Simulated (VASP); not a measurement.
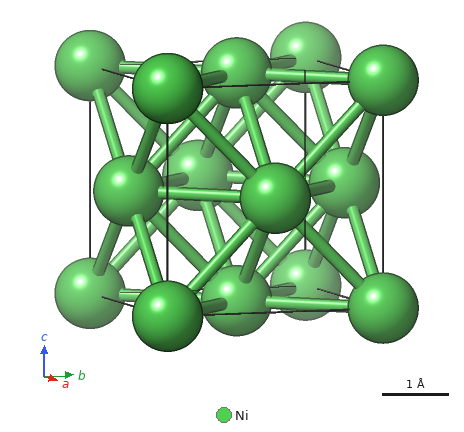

Ni, face-centred cubic (Cu type), space group Fm-3m (No. 225), a = 3.475 Å, b = 3.475 Å, c = 3.475 Å, α = 90.00°, β = 90.00°, γ = 90.00°. View slightly off an axis, drawn as a ball-and-stick model. The frame is the conventional unit cell; atoms at its boundary are shown with their periodic copies. This one geometry was run with nine functionals. The cell is a structure listed in the Materials Project.

Alike in all runs: VASP 6.6.1; cutoff 520 eV; k mesh 13 × 13 × 13 on the run's cell of 1 atom; occupations fermi-dirac, width 0.05 eV; collinear spin, ferromagnetic start; no spin-orbit coupling. LDA runs use LDA potentials, the others PBE ones. All runs are metallic. One further level, run on potentials with other valence shells, is left out.

| level | pressure (GPa) | moment (μB/atom) |
| --- | --- | --- |
| MS2 | -3.1 | 0.72 |
| rSCAN | -0.8 | 0.66 |
| TPSS | 0.2 | 0.63 |
| r2SCAN | 0.3 | 0.67 |
| PBEsol | ? | ? |
| SCAN | -3.5 | 0.70 |
| LDA | -10.1 | 0.62 |
| LAK | 14.7 | 0.81 |
| PW91 | 8.3 | 0.62 |

### Fill in the row of PBEsol.

Pressure -2.4 GPa; moment 0.62 μB/atom. That is between MS2 and rSCAN in pressure.

### Order the levels by the equilibrium volume that these pressures point to, smallest first.

LDA (-10.1 GPa), SCAN (-3.5 GPa), MS2 (-3.1 GPa), PBEsol (-2.4 GPa), rSCAN (-0.8 GPa), TPSS (0.2 GPa), r2SCAN (0.3 GPa), PW91 (8.3 GPa), LAK (14.7 GPa). A higher pressure at one volume points to a larger equilibrium volume, as long as the bulk moduli are alike; rows a few tenths of a GPa apart can't be told apart.

Caveat: rows whose functional differs from that of their potentials carry a shift in pressure and volume, which can reorder them.
